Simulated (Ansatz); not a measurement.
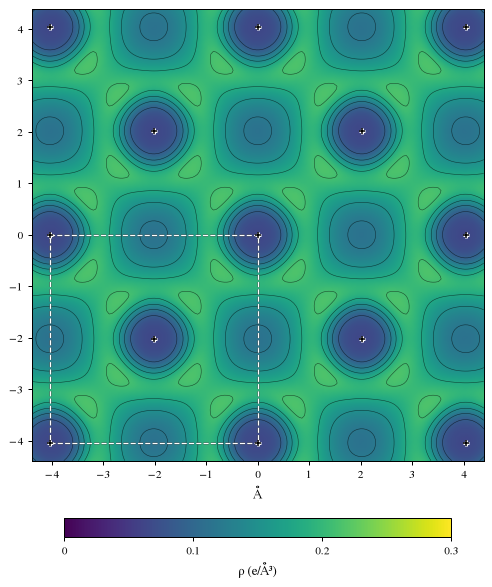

The valence electron density on a plane through atoms (crosses mark nuclei in the plane).

The calculation used Ansatz 0.2.0, DFT PBE, scalar-relativistic, plane waves, PAW.

Candidates:
A. Al, a = 4.04 Å, b = 4.04 Å, c = 4.04 Å, α = 90.00°, β = 90.00°, γ = 90.00°. Space group Fm-3m; computed without spin polarisation.
B. AlNi, a = 2.89 Å, b = 2.89 Å, c = 2.89 Å, α = 90.00°, β = 90.00°, γ = 90.00°. Space group Pm-3m; computed without spin polarisation.
C. AlAs, a = 5.73 Å, b = 5.73 Å, c = 5.73 Å, α = 90.00°, β = 90.00°, γ = 90.00°. Space group F-43m; a structure from a database of computed crystals, not necessarily the ambient phase.

### Which candidate gave the map?

Candidate A: Al on the (100) plane of the conventional cell, which holds Al. Al–Al (2.86 Å): ρ is about 0.2 e/Å³ halfway.
